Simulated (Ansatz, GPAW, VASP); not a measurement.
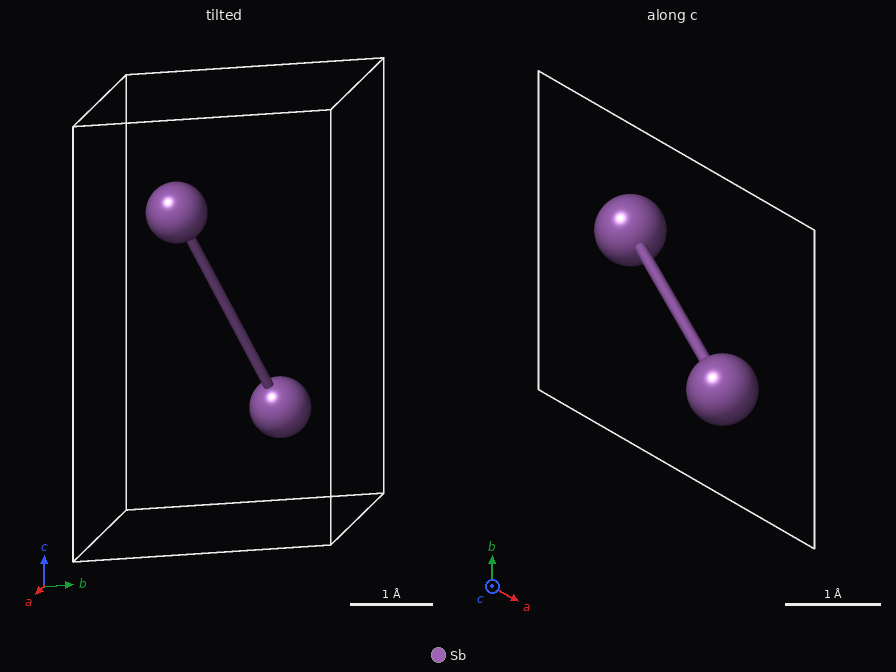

Sb, hexagonal close-packed (Mg type), space group P6₃/mmc (No. 194), a = 3.355 Å, b = 3.355 Å, c = 5.470 Å, α = 90.00°, β = 90.00°, γ = 120.00° (26.65 Å³/atom). Structure drawing (ball-and-stick), viewed slightly off an axis and along the c axis. The conventional unit cell is outlined; an atom on or near a face, edge or corner is repeated at each equivalent position. The cell is a structure listed in the Materials Project. This isn't the form of Sb at room conditions, which is rhombohedral.

The cell was scaled uniformly, at fixed shape and fractional positions, in three programs or potential sets. Alike in all runs: functional PBE; k mesh 9 × 9 × 5 on the run's cell of 2 atoms; occupations fermi-dirac, width 0.05 eV; no spin polarisation; no spin-orbit coupling.

Energies from GPAW (PAW data 1.2.1):

| volume (Å³/atom) | E − E(lowest point) (meV/atom) |
| --- | --- |
| 25.055 | 34.69 |
| 25.588 | 18.68 |
| 26.121 | 7.95 |
| 26.654 | 1.88 |
| 27.187 | 0.00 |
| 27.720 | 1.93 |
| 28.253 | 7.35 |

Q: Fit a third-order Birch-Murnaghan equation of state to these points.

A: V0 = 27.17 Å³/atom, B0 = 58.5 GPa and B0′ = 4.2. V0 lies 1.9 % above the volume of the cell as given.

The same fit in all programs:

| program | V0 (Å³/atom) | B0 (GPa) | B0′ |
| --- | --- | --- | --- |
| GPAW (PAW data 1.2.1) | 27.17 | 58.5 | 4.2 |
| Ansatz (Ansatz PAW soft_1) | 27.30 | 58.4 | 4.3 |
| VASP (PBE potentials, release 64 Sb) | ? | ? | ? |

Q: Estimate the row of VASP (PBE potentials, release 64 Sb).

A: V0 = 27.24 Å³/atom, B0 = 58.8 GPa and B0′ = 4.3. The other rows span 27.17 to 27.30 Å³/atom and 58.4 to 58.5 GPa.

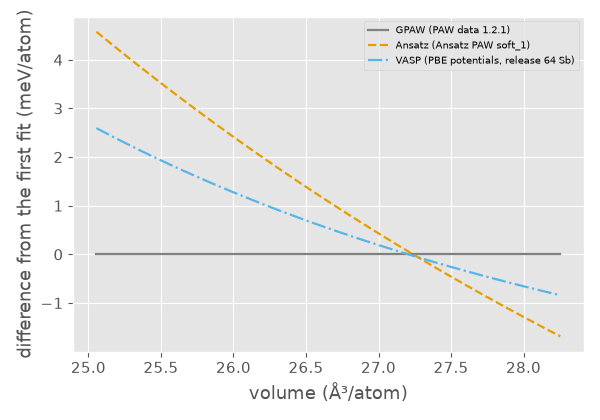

Each fitted curve, counted from its own minimum, less that of GPAW (PAW data 1.2.1). With one functional throughout, the spread comes from potentials, basis sets and numerical settings; B0′ is uncertain by a few tenths over so narrow a range.

Caveat: the cell was scaled at fixed shape and fractional positions, which overstates the stiffness of a crystal with free parameters, most of all of layers and chains.
